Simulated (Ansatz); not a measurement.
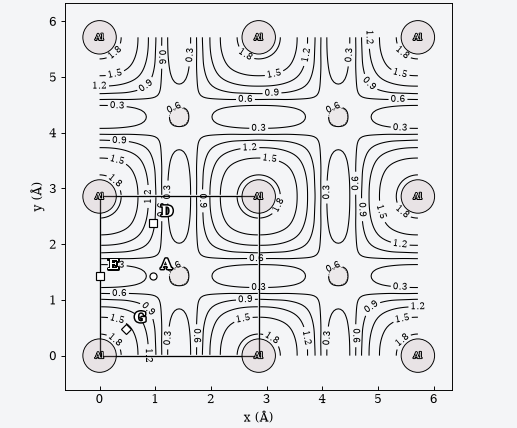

O on an Al(100) slab cut from the Fm-3m phase, its upper half relaxed before the scan (12 atoms of substrate and one adsorbate in a 2 × 2 cell). O is moved over the surface cell; relaxed at each place: the height of the adsorbate's atoms; substrate rigid; the origin of the map has the adsorbate above Al9. Places are given modulo a cell vector. The map is drawn in real space over the plane of the surface. The scan uses a 6 × 6 grid; 10 points were computed and 26 follow by symmetry. Places are given in fractions of the 1 × 1 surface cell. Energies: eV, counted from the lowest grid point. Method: Ansatz, DFT PBE, scalar-relativistic, plane waves, PAW. Settings: cutoff 420 eV, k-mesh 5×5×1, gaussian smearing 0.1 eV, no spin polarisation.

The picture shows contour lines labelled in eV, labelled circles for the atoms of the top layer and small ones for the second layer, the outline of one cell of the 2 × 2 shown, lettered points. Between grid points the surface is interpolated.

Q: Is A the lowest point of the computed grid?

A: No. A lies 0.38 eV above the lowest grid point, which is at a bridge site between two Al atoms, (0/6, 3/6) of the cell vectors.

Q: Rank the lettered points by energy, lowest first.

A: E (0.00 eV), A (0.38 eV), D (0.98 eV), G (1.59 eV).

PAW datasets: the set soft_1.
